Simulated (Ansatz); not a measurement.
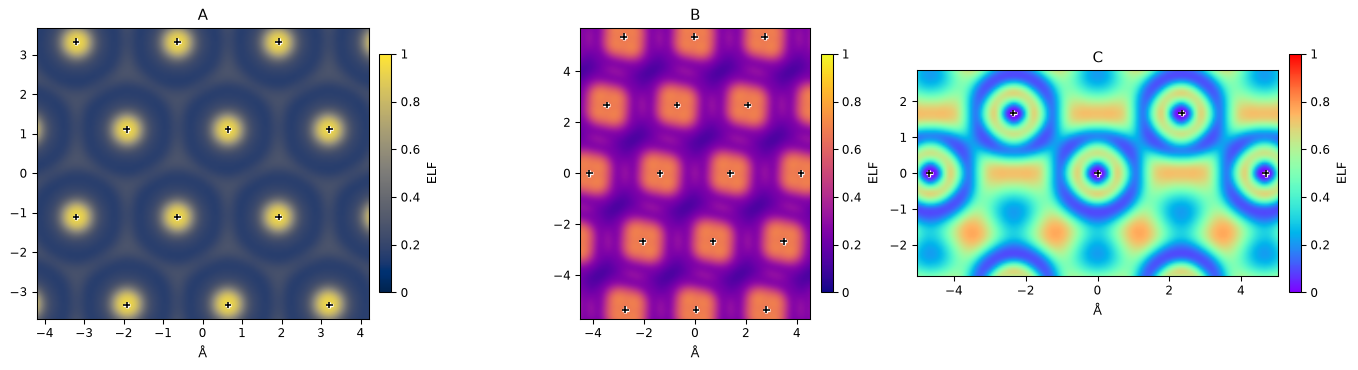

The ELF of 3 systems, each on a plane through atoms (crosses mark nuclei in the plane).

All numbers below come from DFT PBE, scalar-relativistic, plane waves, PAW (Ansatz 0.2.0).

System 1: Ti, the (110) plane of the conventional cell. Space group P6₃/mmc; changed on purpose from its base cell (biaxial strain in the a-b plane, c and atoms relaxed: -1.0 %); computed without spin polarisation.

System 2: Cu, the (001) plane of the conventional cell. Space group P6₃/mmc; a structure from a database of computed crystals, not necessarily the ambient phase; computed without spin polarisation.

```xyz
2
Lattice="2.5680 0.0000 0.0000 -1.2840 2.2240 0.0000 0.0000 0.0000 4.1935" Properties=species:S:1:pos:R:3 pbc="T T T"
Cu    0.0000    1.4826    1.0484
Cu    1.2840    0.7413    3.1451
```

System 3: Pt, the (011) plane of the calculation cell. Space group I4/mmm; a structure from a database of computed crystals, not necessarily the ambient phase; changed on purpose from its base cell (atom 2 moved 0.15 A; relaxed back).

> Which map belongs to which system?

Panel A is system 2, Cu: the plane holds Cu. Cu–Cu (2.57 Å): the ELF is about 0.20 at the midpoint; no shared electron pair shows on this line. Panel B is system 3, Pt: the plane holds Pt. Pt–Pt (2.76 Å): the ELF is about 0.30 at the midpoint (no shared electron pair shows on this line). Panel C is system 1, Ti: the plane holds Ti. Ti–Ti (2.88 Å): the ELF is about 0.20 at the midpoint; no shared electron pair shows on this line.
